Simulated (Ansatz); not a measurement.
# MoS2: geometry relaxation (part 1 of 2)

MoS2 (R-3m, 3 atoms in the cell), computed with DFT PBE+D3(BJ), scalar-relativistic, plane waves, PAW, no spin polarisation (Ansatz 0.2.0).

The structure derives from an entry of the Crystallography Open Database.

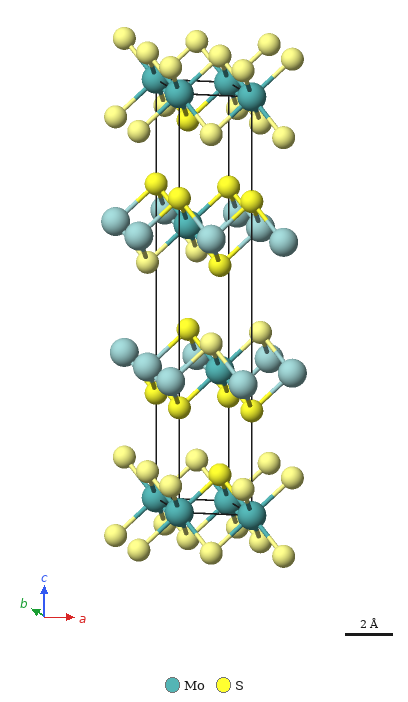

Figure 1. The starting structure (ball-and-stick view of the cell 3 times as large as that of the calculation, set on its symmetry axes, seen slightly off an axis; neighbours outside the cell are drawn fainter).

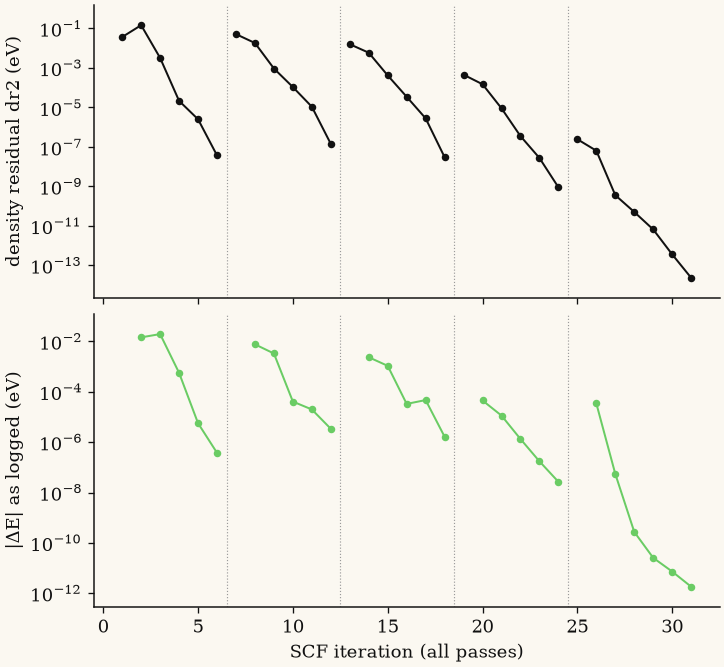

Figure 2. Convergence of the self-consistent field: density residual dr2 and size of the energy change against the SCF iteration. The dotted lines part the SCF passes of the relaxation: geometry steps, rejected trials and re-solves on a re-selected basis. The 5 passes take 6 to 7 iterations each, 31 in all.

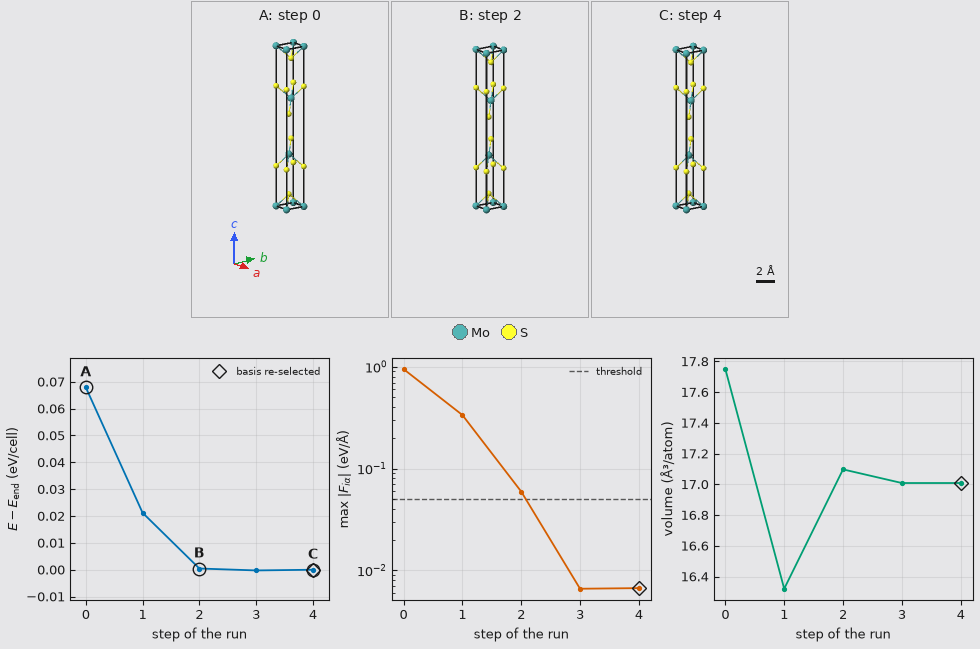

Figure 3. Frames of the relaxation (ball-and-stick view of the cell 3 times as large as that of the calculation, set on its symmetry axes, seen slightly off an axis) above the curves, on which the letters mark them (the first geometry is step 0 here and step 1 in the log).

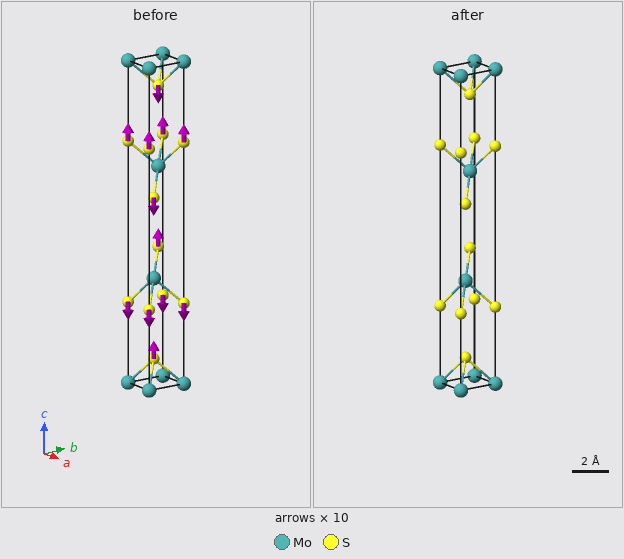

Figure 4. Before (left) and after (right) the relaxation, at one scale (ball-and-stick view of the cell 3 times as large as that of the calculation, set on its symmetry axes, seen slightly off an axis). The pink arrows give the displacements (without the part carried along by the change of the cell), magnified 10 times. After 3 geometry steps the energy has fallen by 68.2 meV per cell of the calculation. Largest force component: 0.95 eV/Å at the start, 0.0067 eV/Å at the end. The pressure goes from 4.00 to −0.05 GPa. The largest moves relative to the cell, 0.10 Å, are those of S2 and S3. Mo stays in place. The drawn cell changes as follows: a = b 3.171 → 3.142 Å (−0.9 %), c 18.345 → 17.905 Å (−2.4 %); the volume changes by −4.2 %. Distances before and after: Mo1–S2 2.385 → 2.416 Å. Among the angles that change: S2–Mo1–S2 83.3° → 81.1°, Mo1–S2–Mo1 83.3° → 81.1°, S2–Mo1–S3 96.7° → 98.9°. The space group stays R-3m (No. 166). A last SCF at the same geometry on a re-selected plane-wave basis shifts the energy by +0.3 meV per cell of the calculation. (Atoms are counted from 1 in the order of the input.)

The input and output of the run follow.

Input:
```yaml
crystal:
  lattice:
    - [1.5855007458, 0.9153892824, 6.115]
    - [-1.5855007458, 0.9153892824, 6.115]
    - [0.0, -1.8307785648, 6.115]
  atoms:
    - { symbol: Mo, position: [0.0, 0.0, 0.0] }
    - { symbol: S, position: [0.75, 0.75, 0.75] }
    - { symbol: S, position: [0.25, 0.25, 0.25] }
basis:
  ecutwfc: 420
kpoints:
  mp_grid: { grid: [6, 6, 6] }
hamiltonian:
  xc: pbe
  dispersion: d3bj
scf:
  occupations: { method: gaussian, width: 0.1 }
output:
  forces: true
  stress: true
  eigenvalues: true
relax:
  adjacent_minimum: "off"
  f_tol: 0.05
  max_steps: 80
  cell: { stress_tol: 0.5 }
```

Launched with:
```bash
ansatz run input.yaml --threads 1 --pin off --max-ram 2560MiB --backend cpu --events-out ev --progress --plain --runs-dir out
```

Log:
```
basis.fft_grid_basis auto: the FFT boxes are laid along the combinations [[1, 0, -1], [0, 1, -1], [0, 0, 1]] of the cell's own vectors, 3.171, 3.171 and 6.383 Å long. The dense box has 24×24×45 points. Along the cell's own vectors, as sized, it would have 45×45×45, 3.52 times as many. Of the 12 symmetry operations that the crystal satisfies within crystal.symmetry.tolerance (time reversal apart; of a slab, those that keep its plane) the dense box along the cell's own vectors carries 12, and the one as laid loses 8 of those. basis.fft_grid_basis: typed keeps the cell's own vectors: state it where this run's energies or levels are differenced outside the engine with another run's, or held beside a run that keeps those vectors.
Engine: ansatz 0.2.0, x86_64-unknown-linux-gnu
Pseudopotentials: kind: paw
Pseudopotential: Mo, paw, valence charge 14, recommended cutoff 420 eV (normal), Mo.paw.azcp
Pseudopotential: S, paw, valence charge 6, recommended cutoff 420 eV (normal), S.paw.azcp
Functional definition: PBE
  parameter kappa = 0.804
  parameter beta = 0.06672455060314922
  exchange = pbe_x(kappa = kappa, mu = beta*pi^2/3)
  correlation = pbe_c(beta = beta)
Crystal: 3 atoms, lattice volume = 53.250 Å³
Basis set: ecut = 420 eV, 1023 PW (Γ), FFT grids on a1−a3, a2−a3, a3, exchange–correlation on 48×48×90 points (8 copies of the dense FFT grid, shifted against one another)
Bands: 17, of which v1, the nominal top of the filled ones, is band 13 counted from 1 (12 counted from 0)
Symmetry: 12 space group operations
Space group: R-3m (ITA 166), of the structure as read, at distance tolerance 3.8e-5 Å
k-points: 32 of 216
Non-local potential: Mo, projectors of the file, l = 0: 3, l = 1: 2, l = 2: 2, l = 3: 1
Non-local potential: S, projectors of the file, l = 0: 2, l = 1: 2, l = 2: 2
PAW form: soft (Blöchl's): semilocal exchange-correlation on the pseudo side does not see the compensation charge
PAW one-centre angular grid: Mo, 590 points (default); XC on 64 Gauss nodes
PAW one-centre angular grid: S, 110 points (default); XC on 64 Gauss nodes
Initial density: superposition of atomic densities (neutral atoms: chi_scale 0, normalization atom), corrected by the library's trained network
Initial wavefunctions: pseudopotential atomic-orbital guess
Functional: x = pbe(κ = 0.804, μ = 0.2195149727645171), c = pbe(β = 0.06672455060314922)
SCF iter   1: F=—  HF=-6763.224866 eV  |F-HF|=—  |Δ(HF+E_count)|=         —  Δρ=6.77e-3  dr2=3.70e-2  ethr=1.77e-3  ⟨swp⟩=5.4  Hψ=2910  notcnv=0
preconditioner: auto → LDOS  [insulator: Δε(μ)=0.104 eV  Ē_g=8.139 eV  σ=0.100 eV  W_gap=0.54  n_scr=16 (ndim 8)  ℏωp=21.6 eV  f_vac=0.014  D(μ)=0.42/eV (n_scr^D=2)  ε∞_Penn≈8.0  β→1.0]
SCF iter   2: F=—  HF=-6763.239469 eV  |F-HF|=—  |Δ(HF+E_count)|=   1.46e-2  Δρ=9.05e-3  dr2=1.47e-1  ethr=1.42e-4  ⟨swp⟩=2.2  Hψ=1265  notcnv=0  defer=2
SCF iter   3: F=—  HF=-6763.219742 eV  |F-HF|=—  |Δ(HF+E_count)|=   1.97e-2  Δρ=1.81e-3  dr2=3.23e-3  ethr=1.42e-4  ⟨swp⟩=2.0  Hψ=887  notcnv=0  defer=2
SCF iter   4: F=—  HF=-6763.219175 eV  |F-HF|=—  |Δ(HF+E_count)|=   5.68e-4  Δρ=1.78e-4  dr2=2.16e-5  ethr=1.24e-5  ⟨swp⟩=2.8  Hψ=844  notcnv=0  defer=2
SCF iter   5: F=—  HF=-6763.219180 eV  |F-HF|=—  |Δ(HF+E_count)|=   5.67e-6  Δρ=6.44e-5  dr2=2.53e-6  ethr=8.31e-8  ⟨swp⟩=2.7  Hψ=982  notcnv=0  defer=2
SCF iter   6: F=-6763.219180 eV  HF=-6763.219180 eV  |F-HF|=4.48e-8  |Δ(HF+E_count)|=   3.78e-7  Δρ=1.04e-5  dr2=3.74e-8  ethr=3.85e-10  ⟨swp⟩=4.4  Hψ=2639  notcnv=0
SCF 1 converged in 6 iterations: F = -6763.219180 eV  dr2 = 3.74e-8
  greatest PAW one-centre occupation: 0.998 electrons in one spin orbital (limit 2), on the Mo atom at site 0 (counted from 0), in its partial waves of l = 0
relax step   1: F+E_penalty+E_count = -6763.21918014 eV  Δ(F+E_penalty+E_count) = +0.000e0 eV  max|allowed force component| = 9.496e-1 eV/Å  Δτ_max = 0.0000 Å  P = +4.000 GPa  Ω = 53.250 Å³  (6 SCF iters, dr2 threshold 1.00e-7 eV, accepted)
Crystal: 3 atoms, lattice volume = 48.962 Å³
Basis set: ecut = 420 eV, 961 PW (Γ), FFT grids on a1−a3, a2−a3, a3, exchange–correlation on 48×48×90 points (8 copies of the dense FFT grid, shifted against one another)
Initial density: handed on by an earlier stage of this run
Initial wavefunctions: those handed on with the density
iter 1 solved again at ethr=2.00e-4 eV; its pass at ethr=3.10e-3 eV (dr2=5.19e-2 eV) is discarded
SCF iter   1: F=—  HF=-6763.276877 eV  |F-HF|=—  |Δ(HF+E_count)|=         —  Δρ=1.11e-2  dr2=5.18e-2  ethr=2.00e-4  ⟨swp⟩=1.0  Hψ=3320  notcnv=0
preconditioner: auto → Kerker (q_TF=auto, 2.455 Å⁻¹)  [metal: Δε(μ)=0.032 eV  Ē_g=8.095 eV  σ=0.100 eV  W_gap=0.18  n_scr=16 (ndim 8)  ℏωp=22.5 eV  f_vac=0.000  D(μ)=1.03/eV (n_scr^D=2)]
SCF iter   2: F=—  HF=-6763.269172 eV  |F-HF|=—  |Δ(HF+E_count)|=   7.71e-3  Δρ=6.40e-3  dr2=1.84e-2  ethr=1.99e-4  ⟨swp⟩=1.0  Hψ=544  notcnv=0
SCF iter   3: F=—  HF=-6763.265832 eV  |F-HF|=—  |Δ(HF+E_count)|=   3.34e-3  Δρ=1.12e-3  dr2=9.41e-4  ethr=7.08e-5  ⟨swp⟩=2.0  Hψ=733  notcnv=0
SCF iter   4: F=—  HF=-6763.265873 eV  |F-HF|=—  |Δ(HF+E_count)|=   4.10e-5  Δρ=3.01e-4  dr2=1.08e-4  ethr=3.62e-6  ⟨swp⟩=2.4  Hψ=825  notcnv=0
SCF iter   5: F=—  HF=-6763.265893 eV  |F-HF|=—  |Δ(HF+E_count)|=   2.00e-5  Δρ=8.72e-5  dr2=1.09e-5  ethr=4.15e-7  ⟨swp⟩=2.0  Hψ=748  notcnv=0
SCF iter   6: F=-6763.265896 eV  HF=-6763.265896 eV  |F-HF|=9.06e-8  |Δ(HF+E_count)|=   3.41e-6  Δρ=1.61e-5  dr2=1.43e-7  ethr=1.15e-9  ⟨swp⟩=4.9  Hψ=2934  notcnv=0
SCF 2 converged in 6 iterations: F = -6763.265896 eV  dr2 = 1.43e-7
relax step   2: F+E_penalty+E_count = -6763.26589646 eV  Δ(F+E_penalty+E_count) = -4.672e-2 eV  max|allowed force component| = 3.362e-1 eV/Å  Δτ_max = 0.1719 Å  P = +0.614 GPa  Ω = 48.962 Å³  energy of the carried Pulay correction = +5.450e-4 eV  (6 SCF iters, dr2 threshold 3.00e-7 eV, accepted)
Crystal: 3 atoms, lattice volume = 51.292 Å³
Basis set: ecut = 420 eV, 997 PW (Γ), FFT grids on a1−a3, a2−a3, a3, exchange–correlation on 48×48×90 points (8 copies of the dense FFT grid, shifted against one another)
iter 1 solved again at ethr=6.14e-5 eV; its pass at ethr=3.10e-3 eV (dr2=1.60e-2 eV) is discarded
```
